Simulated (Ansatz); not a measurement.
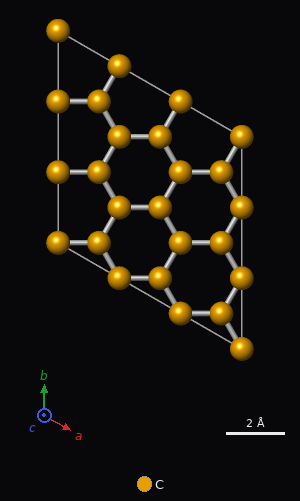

Starting frame of a dynamics run of a slab of graphene monolayer (18 atoms in the cell). Style: ball-and-stick. Shown: the simulation cell, with the vacuum cut short, along the c axis. Bonds to atoms that aren't drawn are left out.

Computed with DFT PBE, scalar-relativistic, plane waves, PAW in Ansatz 0.2.0.

Input file:
```yaml
accuracy: low
crystal:
  lattice:
    - [7.398, 0.0, 0.0]
    - [-3.699, 6.406856, 0.0]
    - [0.0, 0.0, 13.0]
  atoms:
    - { symbol: C, position: [0.0, 0.0, 0.0769231] }
    - { symbol: C, position: [0.22222222, 0.11111111, 0.0769231] }
    - { symbol: C, position: [0.0, 0.33333333, 0.0769231] }
    - { symbol: C, position: [0.22222222, 0.44444444, 0.0769231] }
    - { symbol: C, position: [0.0, 0.66666666, 0.0769231] }
    - { symbol: C, position: [0.22222222, 0.77777777, 0.0769231] }
    - { symbol: C, position: [0.33333333, 0.0, 0.0769231] }
    - { symbol: C, position: [0.55555556, 0.11111111, 0.0769231] }
    - { symbol: C, position: [0.33333333, 0.33333333, 0.0769231] }
    - { symbol: C, position: [0.55555556, 0.44444444, 0.0769231] }
    - { symbol: C, position: [0.33333333, 0.66666666, 0.0769231] }
    - { symbol: C, position: [0.55555555, 0.77777777, 0.0769231] }
    - { symbol: C, position: [0.66666667, 0.0, 0.0769231] }
    - { symbol: C, position: [0.88888889, 0.11111111, 0.0769231] }
    - { symbol: C, position: [0.66666667, 0.33333333, 0.0769231] }
    - { symbol: C, position: [0.88888889, 0.44444444, 0.0769231] }
    - { symbol: C, position: [0.66666667, 0.66666666, 0.0769231] }
    - { symbol: C, position: [0.88888889, 0.77777777, 0.0769231] }
basis:
  ecutwfc: 420.0
kpoints:
  mp_grid: { grid: [2, 2, 1] }
hamiltonian:
  xc: pbe
scf:
  occupations: { method: fermi_dirac, width: 0.05 }
  lower_state_search: "off"
md:
  timestep: 1
  n_steps: 130
  ensemble: nvt_langevin
  temperature: 700.0
  initial_velocities: maxwell_boltzmann
  seed: 375567
  friction: 0.05
```

Launched with:
```bash
ansatz run input.yaml --threads 1 --pin off --max-ram 3072MiB --backend cpu --events-out ev --progress --plain --runs-dir out
```

Question: What does the trajectory do?

Answer: The mean temperature in the second half is 613 K (standard deviation 84 K). The potential energy in the second half lies on average 79.0 meV per atom above the first frame. In the second half of the run the atoms are, in the root-mean-square, this far from where they began (common drift taken out): C 0.10 Å. That is small against the typical shortest distance between atoms in the first frame, about 1.4 Å: the atoms vibrate about their sites and the arrangement holds.

Along the run (each row but the first and the last is the mean over the interval that it begins):

```csv
time (fs),potential energy (meV/atom),T (K)
0.0,0.0,661
13.0,67.6,473
26.0,68.4,595
39.0,78.8,660
52.0,72.5,730
65.0,75.7,653
78.0,81.2,583
91.0,73.6,629
104.0,78.0,623
117.0,86.9,560
130.0,72.4,808
```

The paths of the atoms, magnified 3 times:

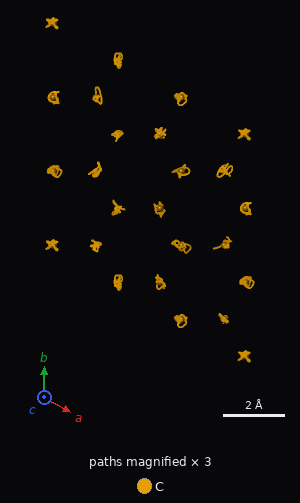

Limits of the set-up: the program's low-accuracy preset was used.

The run took 13 min on 1 thread of Intel(R) Xeon(R) Platinum 8259CL CPU @ 2.50GHz (Skylake/Cascade Lake), with other jobs on the host, peak memory 0.79 GiB.
